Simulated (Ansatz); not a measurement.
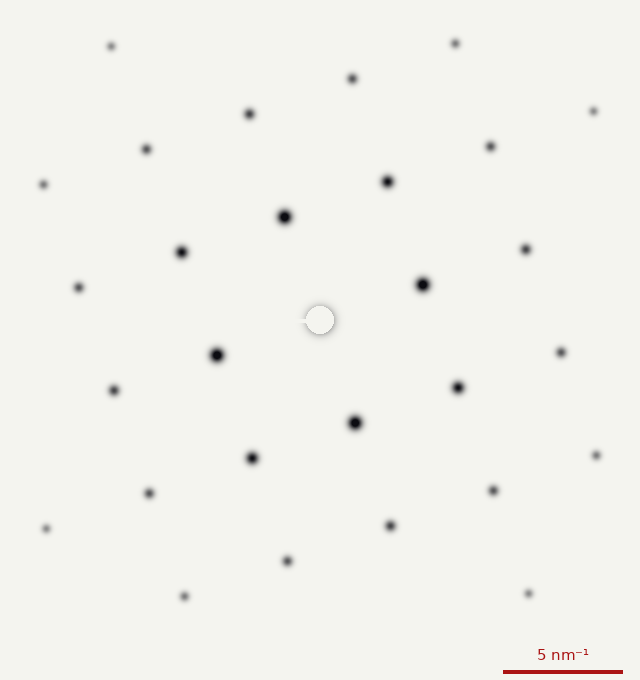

Computed electron diffraction pattern, 80 kV, single scattering only, B = 0.5 Å².

It belongs to Tc, space group Im-3m (No. 229), a = 3.080 Å. Structure: the input geometry of an electronic-structure calculation (not necessarily at equilibrium); the starting structure was generated, so it need not be a known form of this composition.

### Measure the pattern against the scale bar and name the zone.

The spots form a square net with both shortest vectors at d = 2.18 Å, 90.0° apart. They index as 1 -1 0 and 1 1 0, so the zone axis is [001] (or an equivalent direction of <001>).

### Which reflections of this zone are missing, and why?

The lattice centring (I) removes all reflections that break h + k + l = 2n.
